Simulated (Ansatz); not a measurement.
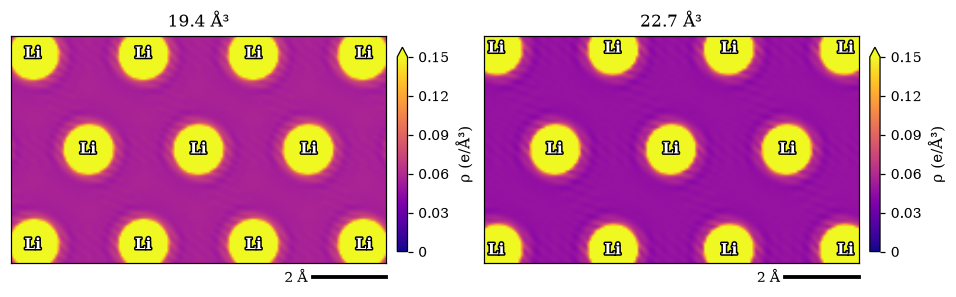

Li. The valence pseudo-density of cells scaled evenly to different volumes (given per atom above each panel), on the (001) plane of each (indices in the axes of the cell below), at one length scale and on one colour scale.

A generated structure, not necessarily the stable one.

These are results of Ansatz, DFT, RPBE, plane waves (420 eV) with PAW, scalar-relativistic, not measurements.

Core electrons are frozen (PAW), and the valence fields are smoothed inside the atomic spheres.

The largest cell:

```
Li
1.0
     3.18244    0.00000    0.00000
    -1.59122    2.75607    0.00000
     0.00000    0.00000   10.37224
Li
4
Direct
  0.00000 0.00000 0.00000
  0.00000 0.00000 0.50000
  0.33333 0.66667 0.25000
  0.66667 0.33333 0.75000
```

| volume (Å³/atom) | Li–Li contact in the plane (Å) | ρ at its midpoint (e/Å³) | pressure (GPa) | 
| --- | --- | --- | --- |
| 19.37 | 3.017 | 0.057 | 1.3 | 
| 20.22 | 3.060 | ? | ? | 
| 22.74 | 3.182 | 0.050 | −0.9 | 

**Estimate the missing row, and compare with the calculation.**

Over the known rows ln ρ falls by 0.79 per Å of Li–Li distance (the line through the two), which gives 0.055 e/Å³ at 3.060 Å; the calculation gives 0.055 e/Å³. For the pressure, a straight line in volume between the neighbouring rows gives 0.7 GPa; the calculation gives 0.6.
